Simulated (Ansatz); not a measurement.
**Geometry relaxation of C (part 1 of 2)**

- system: C (slab, 6 atoms in the cell)
- method: DFT r2SCAN, scalar-relativistic, plane waves, PAW, no spin polarisation (Ansatz 0.2.0)

The structure derives from a Materials Project entry. Figures and captions count atoms from 1; the log counts them from 0 in places.

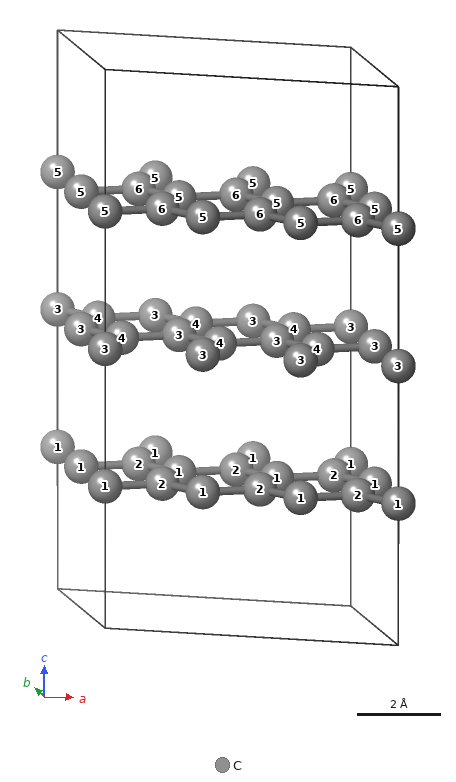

**Figure 1.** The starting structure (ball-and-stick view of the 3 × 2 repeat of the cell, with the vacuum cut short, seen slightly off an axis; atoms are numbered from 1 in the order of the input). Near neighbours in the crystal (not all of them lie inside the picture): C has 3 C at 1.42 Å.

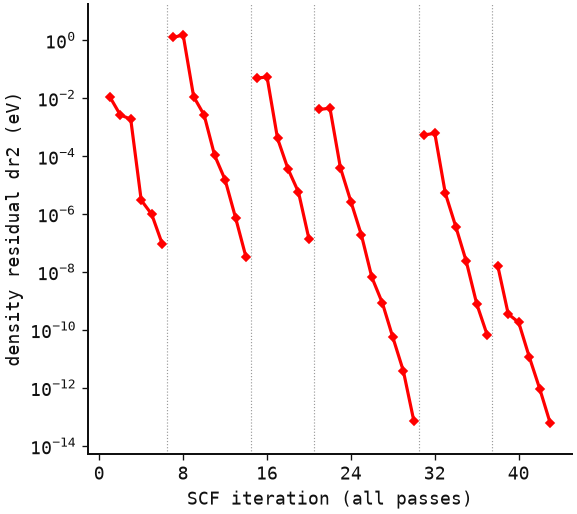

**Figure 2.** Convergence of the self-consistent field: density residual dr2 against the SCF iteration. The dotted lines part the SCF passes of the relaxation: geometry steps, rejected trials and re-solves on a re-selected basis. The 6 passes take 6 to 10 iterations each, 43 in all.

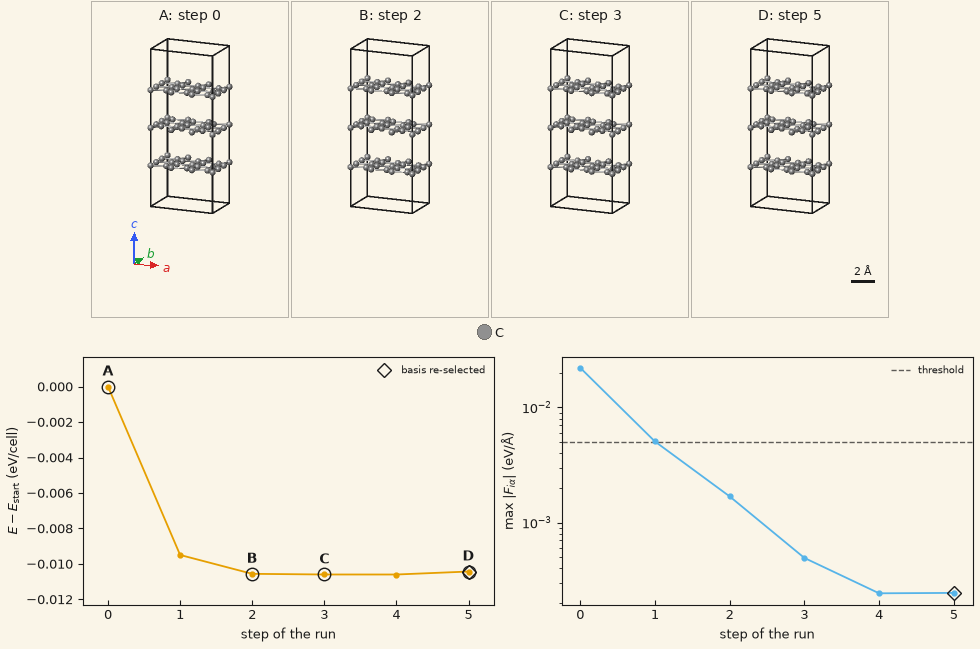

**Figure 3.** Frames of the relaxation (ball-and-stick view of the 3 × 3 repeat of the cell, with the vacuum cut short, seen slightly off an axis) above the curves, on which the letters mark them (the first geometry is step 0 here and step 1 in the log).

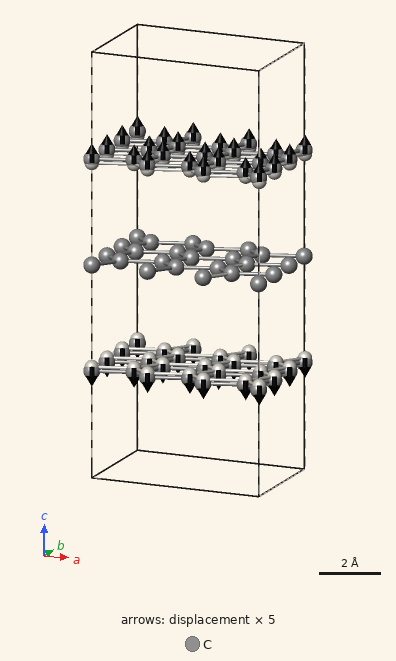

**Figure 4.** Start (faint) and end (solid) with the displacements (without the part carried along by the change of the cell) as black arrows, magnified 5 times (ball-and-stick view of the 3 × 3 repeat of the cell, with the vacuum cut short, seen slightly off an axis). After 4 geometry steps the energy has fallen by 10.6 meV per cell of the calculation. Largest force component: 0.022 eV/Å at the start, 0.00024 eV/Å at the end. The largest moves relative to the cell, 0.13 Å, are those of C1, C2, C5 and C6. In the plane the drawn cell goes a 7.396 → 7.368 Å (−0.4 %), b 7.396 → 7.368 Å (−0.4 %). Among the contacts that change: C1–C2 1.423 → 1.418 Å. A last SCF at the same geometry on a re-selected plane-wave basis shifts the energy by +0.2 meV per cell of the calculation. (Atoms are counted from 1 in the order of the input.)

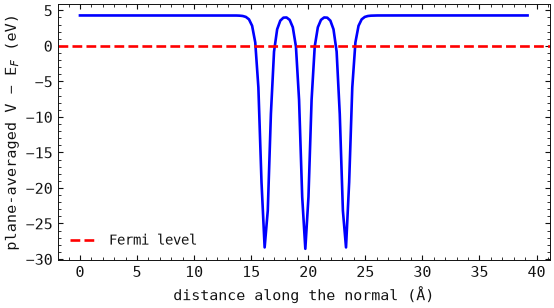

**Figure 5.** Plane average of the electrostatic potential energy of an electron across the cell, from the Fermi level. The vacuum level lies 4.28 eV above the Fermi level.

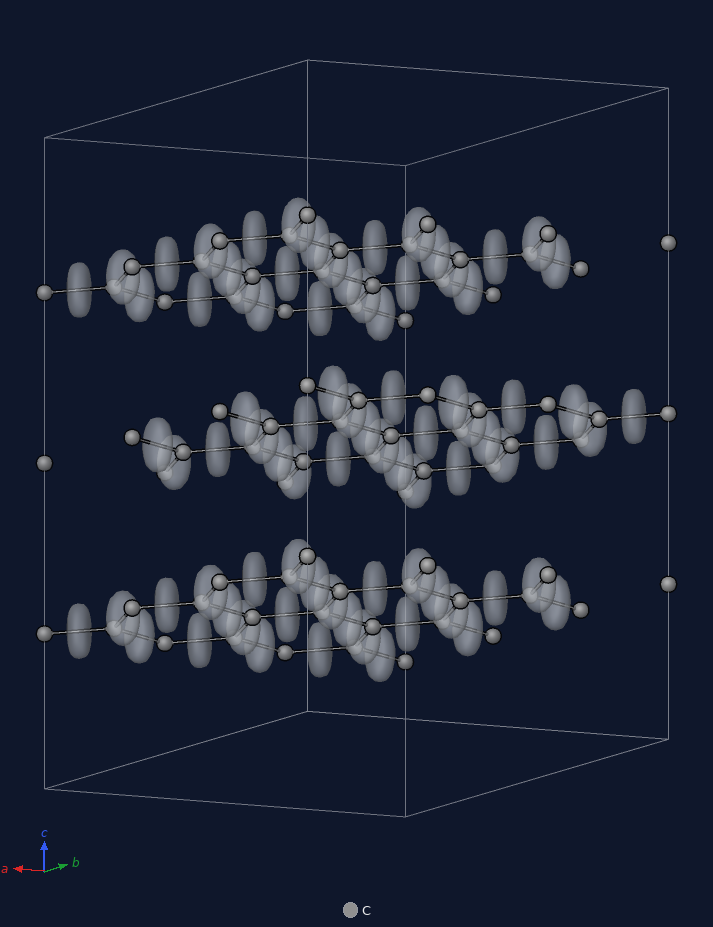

**Figure 6.** Isosurface of the ELF at 0.85 (grey), seen at an oblique angle. Only the valence region is drawn (cores and ρ < 0.01 e/Å³ removed). Sticks mark near contacts. The ELF exceeds this value in nine regions between bonded C–C atoms (shared pairs), counted in one cell of 6 atoms. Counts are for one cell; the picture repeats the cell along the surface. The fields are those of the smooth PAW valence density.

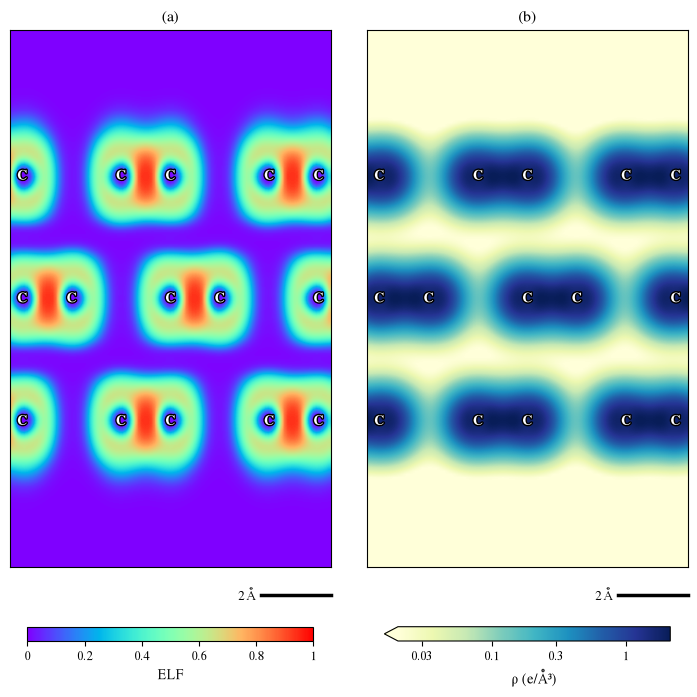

**Figure 7.** (a) electron localisation function; (b) valence charge density (pseudo) on the (110) plane of the calculation cell, a cut from vacuum to vacuum. The section cuts through C sites. The density dies away to nearly zero in the vacuum.

These pictures come from the run below.

**Input file**
```yaml
crystal:
  lattice:
    - [2.4651680862, 0.0, 0.0]
    - [-1.2325840431, 2.1348981873, 0.0]
    - [0.0, 0.0, 39.4883459114]
  atoms:
    - { symbol: C, position: [0.0, 0.0, 0.414119026] }
    - { symbol: C, position: [0.6666666667, 0.3333333333, 0.4141082051] }
    - { symbol: C, position: [0.0, 0.0, 0.5] }
    - { symbol: C, position: [0.3333333333, 0.6666666667, 0.5] }
    - { symbol: C, position: [0.0, 0.0, 0.585880974] }
    - { symbol: C, position: [0.6666666667, 0.3333333333, 0.5858917949] }
  periodic: [true, true, false]
basis:
  ecutwfc: 500
kpoints:
  mp_grid: { grid: [18, 18, 1] }
hamiltonian:
  xc: r2scan
scf:
  occupations: { method: gaussian, width: 0.1 }
output:
  forces: true
  stress: true
  eigenvalues: true
  write_density: true
  write_potential: true
  elf: true
  volumetric_format: npy
relax:
  adjacent_minimum: "off"
  f_tol: 0.005
  max_steps: 50
  cell: { stress_2d_tol: 0.02 }
```

Launched with:
```bash
ansatz run input.yaml --threads 1 --pin off --max-ram 2560MiB --backend cpu --events-out ev --progress --plain --runs-dir out
```

**Output**
```
Engine: ansatz 0.2.0, x86_64-unknown-linux-gnu
Pseudopotentials: kind: paw
Pseudopotential: C, paw, valence charge 4, recommended cutoff 500 eV (meta_gga), C.paw.azcp
Functional definition: r2SCAN
  parameter k0 = 0.174
  parameter k1 = 0.065
  parameter a1 = 4.9479
  exchange = r2scan_x(k0 = k0, k1 = k1, a1 = a1)
  correlation = r2scan_c
Crystal: 6 atoms, lattice volume = 207.823 Å³
Basis set: ecut = 500 eV, 5345 PW (Γ), exchange–correlation on 72×72×1152 points (64 copies of the dense FFT grid, shifted against one another)
Bands: 18, of which v1, the nominal top of the filled ones, is band 12 counted from 1 (11 counted from 0)
Symmetry: 12 space group operations
Space group: P-6m2 (ITA 187), of the structure as read, at distance tolerance 5.9e-5 Å
k-points: 37 of 324 (time reversal used)
Non-local potential: C, projectors of the file, l = 0: 2, l = 1: 2, l = 2: 1
PAW form: soft (Blöchl's): semilocal exchange-correlation on the pseudo side does not see the compensation charge
PAW frozen core: C, regenerated for the run's functional (the file was generated under x = pbe(κ = 0.804, μ = 0.2195149727645171), c = pbe(β = 0.06672455060314922))
PAW one-centre angular grid: C, 302 points (default); XC on 239 of its mesh's 2573 points in the sphere
Initial density: superposition of atomic densities (neutral atoms: chi_scale 0, normalization atom), corrected by the library's trained network
Initial wavefunctions: pseudopotential atomic-orbital guess
Functional: x = r2scan, c = r2scan; τ floored in thin density (d = 2e-4 eV/Å³)
SCF iter   1: F=—  HF=-1509.846869 eV  |F-HF|=—  |Δ(HF+E_count)|=         —  Δρ=3.94e-3  dr2=1.13e-2  dr2_τ=1.20e0  ethr=1.77e-3  ⟨swp⟩=12.0  Hψ=5830  notcnv=0
preconditioner: auto → LDOS  [metal: Δε(μ)=0.038 eV  Ē_g=15.847 eV  σ=0.100 eV  W_gap=0.20  n_scr=22 (ndim 8)  ℏωp=12.6 eV  f_vac=0.728  D(μ)=0.27/eV (n_scr^D=6)  β→1.0]
SCF iter   2: F=—  HF=-1509.963813 eV  |F-HF|=—  |Δ(HF+E_count)|=   1.17e-1  Δρ=8.43e-4  dr2=2.67e-3  dr2_τ=6.62e-5  ethr=4.69e-5  ⟨swp⟩=3.6  Hψ=2014  notcnv=0  defer=52
SCF iter   3: F=—  HF=-1509.963805 eV  |F-HF|=—  |Δ(HF+E_count)|=   7.81e-6  Δρ=5.54e-4  dr2=1.89e-3  dr2_τ=4.86e-5  ethr=1.11e-5  ⟨swp⟩=3.1  Hψ=1430  notcnv=0  defer=52
SCF iter   4: F=—  HF=-1509.963327 eV  |F-HF|=—  |Δ(HF+E_count)|=   4.79e-4  Δρ=5.01e-5  dr2=3.02e-6  dr2_τ=3.20e-7  ethr=7.87e-6  ⟨swp⟩=2.5  Hψ=1022  notcnv=0  defer=52
SCF iter   5: F=—  HF=-1509.963389 eV  |F-HF|=—  |Δ(HF+E_count)|=   6.21e-5  Δρ=2.56e-5  dr2=9.85e-7  dr2_τ=1.54e-7  ethr=1.26e-8  ⟨swp⟩=3.7  Hψ=1663  notcnv=0  defer=52
SCF iter   6: F=-1509.963389 eV  HF=-1509.963389 eV  |F-HF|=1.49e-8  |Δ(HF+E_count)|=   8.13e-8  Δρ=7.36e-6  dr2=9.46e-8  dr2_τ=6.49e-9  ethr=4.17e-10  ⟨swp⟩=23.8  Hψ=7892  notcnv=0
SCF 1 converged in 6 iterations: F = -1509.963389 eV  dr2 = 9.46e-8
  greatest PAW one-centre occupation: 0.685 electrons in one spin orbital (limit 2), on the C atom at site 2 (counted from 0), in its partial waves of l = 0
relax step   1: F+E_penalty+E_count = -1509.96338868 eV  Δ(F+E_penalty+E_count) = +0.000e0 eV  max|allowed force component| = 2.208e-2 eV/Å  Δτ_max = 0.0000 Å  P = -4.895 N/m  Ω = 207.823 Å³  fix = [c, alpha, beta]  reactions: c -0.000 N/m  (6 SCF iters, dr2 threshold 1.00e-7 eV, accepted)
Crystal: 6 atoms, lattice volume = 206.750 Å³
Basis set: ecut = 500 eV, 5321 PW (Γ), exchange–correlation on 72×72×1152 points (64 copies of the dense FFT grid, shifted against one another)
Initial density: handed on by an earlier stage of this run
Initial wavefunctions: those handed on with the density
SCF iter   1: F=—  HF=-1510.146940 eV  |F-HF|=—  |Δ(HF+E_count)|=         —  Δρ=2.60e-2  dr2=1.26e0  dr2_τ=1.31e0  ethr=3.10e-3  ⟨swp⟩=11.8  Hψ=4610  notcnv=0
preconditioner: auto → LDOS  [metal: Δε(μ)=0.067 eV  Ē_g=15.830 eV  σ=0.100 eV  W_gap=0.35  n_scr=22 (ndim 8)  ℏωp=12.7 eV  f_vac=0.716  D(μ)=0.26/eV (n_scr^D=4)  β→1.0]
SCF iter   2: F=—  HF=-1510.404924 eV  |F-HF|=—  |Δ(HF+E_count)|=   2.58e-1  Δρ=1.39e-2  dr2=1.52e0  dr2_τ=1.94e-2  ethr=3.10e-3  ⟨swp⟩=5.2  Hψ=2078  notcnv=0  defer=56
SCF iter   3: F=—  HF=-1509.971483 eV  |F-HF|=—  |Δ(HF+E_count)|=   4.33e-1  Δρ=2.43e-3  dr2=1.14e-2  dr2_τ=4.19e-4  ethr=3.10e-3  ⟨swp⟩=4.5  Hψ=2085  notcnv=0  defer=43
SCF iter   4: F=—  HF=-1509.973349 eV  |F-HF|=—  |Δ(HF+E_count)|=   1.87e-3  Δρ=7.94e-4  dr2=2.63e-3  dr2_τ=1.27e-4  ethr=4.73e-5  ⟨swp⟩=3.9  Hψ=1820  notcnv=0  defer=41
SCF iter   5: F=—  HF=-1509.972784 eV  |F-HF|=—  |Δ(HF+E_count)|=   5.66e-4  Δρ=2.60e-4  dr2=1.07e-4  dr2_τ=5.31e-6  ethr=1.10e-5  ⟨swp⟩=2.9  Hψ=1059  notcnv=0  defer=41
SCF iter   6: F=—  HF=-1509.972886 eV  |F-HF|=—  |Δ(HF+E_count)|=   1.02e-4  Δρ=5.95e-5  dr2=1.53e-5  dr2_τ=7.16e-7  ethr=4.45e-7  ⟨swp⟩=3.4  Hψ=1553  notcnv=0  defer=42
SCF iter   7: F=—  HF=-1509.972884 eV  |F-HF|=—  |Δ(HF+E_count)|=   2.00e-6  Δρ=1.60e-5  dr2=7.46e-7  dr2_τ=9.91e-8  ethr=6.36e-8  ⟨swp⟩=2.6  Hψ=1115  notcnv=0  defer=42
SCF iter   8: F=-1509.972884 eV  HF=-1509.972884 eV  |F-HF|=8.77e-9  |Δ(HF+E_count)|=   1.32e-8  Δρ=2.92e-6  dr2=3.20e-8  dr2_τ=3.33e-9  ethr=2.50e-9  ⟨swp⟩=27.8  Hψ=7990  notcnv=0
SCF 2 converged in 8 iterations: F = -1509.972884 eV  dr2 = 3.20e-8
  greatest PAW one-centre occupation: 0.686 electrons in one spin orbital (limit 2), on the C atom at site 2 (counted from 0), in its partial waves of l = 0
relax step   2: F+E_penalty+E_count = -1509.97288358 eV  Δ(F+E_penalty+E_count) = -9.495e-3 eV  max|allowed force component| = 5.059e-3 eV/Å  Δτ_max = 0.1813 Å  P = -1.510 N/m  Ω = 206.750 Å³  energy of the carried Pulay correction = +1.166e-4 eV  fix = [c, alpha, beta]  reactions: c -0.000 N/m  (8 SCF iters, dr2 threshold 6.00e-7 eV, accepted)
Crystal: 6 atoms, lattice volume = 206.262 Å³
iter 1 solved again at ethr=2.05e-4 eV; its pass at ethr=3.10e-3 eV (dr2=4.92e-2 eV) is discarded
SCF iter   1: F=—  HF=-1509.953542 eV  |F-HF|=—  |Δ(HF+E_count)|=         —  Δρ=5.33e-3  dr2=4.92e-2  dr2_τ=5.58e-2  ethr=2.05e-4  ⟨swp⟩=2.1  Hψ=4943  notcnv=0
preconditioner: auto → LDOS  [metal: Δε(μ)=0.008 eV  Ē_g=15.938 eV  σ=0.100 eV  W_gap=0.04  n_scr=22 (ndim 8)  ℏωp=12.7 eV  f_vac=0.723  D(μ)=0.28/eV (n_scr^D=6)  β→1.0]
SCF iter   2: F=—  HF=-1509.988458 eV  |F-HF|=—  |Δ(HF+E_count)|=   3.49e-2  Δρ=2.56e-3  dr2=5.45e-2  dr2_τ=6.87e-4  ethr=2.05e-4  ⟨swp⟩=3.6  Hψ=1753  notcnv=0  defer=5
SCF iter   3: F=—  HF=-1509.973728 eV  |F-HF|=—  |Δ(HF+E_count)|=   1.47e-2  Δρ=5.05e-4  dr2=4.11e-4  dr2_τ=1.42e-5  ethr=2.05e-4  ⟨swp⟩=2.8  Hψ=1268  notcnv=0  defer=9
SCF iter   4: F=—  HF=-1509.973949 eV  |F-HF|=—  |Δ(HF+E_count)|=   2.21e-4  Δρ=1.56e-4  dr2=3.62e-5  dr2_τ=3.70e-6  ethr=1.71e-6  ⟨swp⟩=3.2  Hψ=1617  notcnv=0  defer=14
SCF iter   5: F=—  HF=-1509.973948 eV  |F-HF|=—  |Δ(HF+E_count)|=   8.49e-7  Δρ=5.96e-5  dr2=5.71e-6  dr2_τ=9.33e-7  ethr=1.51e-7  ⟨swp⟩=2.4  Hψ=1147  notcnv=0  defer=14
SCF iter   6: F=-1509.973948 eV  HF=-1509.973948 eV  |F-HF|=3.82e-8  |Δ(HF+E_count)|=   2.82e-7  Δρ=1.08e-5  dr2=1.37e-7  dr2_τ=3.55e-8  ethr=2.50e-9  ⟨swp⟩=22.1  Hψ=8476  notcnv=0
SCF 3 converged in 6 iterations: F = -1509.973948 eV  dr2 = 1.37e-7
  greatest PAW one-centre occupation: 0.687 electrons in one spin orbital (limit 2), on the C atom at site 2 (counted from 0), in its partial waves of l = 0
relax step   3: F+E_penalty+E_count = -1509.97394799 eV  Δ(F+E_penalty+E_count) = -1.064e-3 eV  max|allowed force component| = 1.687e-3 eV/Å  Δτ_max = 0.0363 Å  P = -0.007 N/m  Ω = 206.262 Å³  energy of the carried Pulay correction = +1.698e-4 eV  fix = [c, alpha, beta]  reactions: c -0.000 N/m  (6 SCF iters, dr2 threshold 6.00e-7 eV, accepted)
Crystal: 6 atoms, lattice volume = 206.250 Å³
iter 1 solved again at ethr=1.75e-5 eV; its pass at ethr=3.10e-3 eV (dr2=4.19e-3 eV) is discarded
```
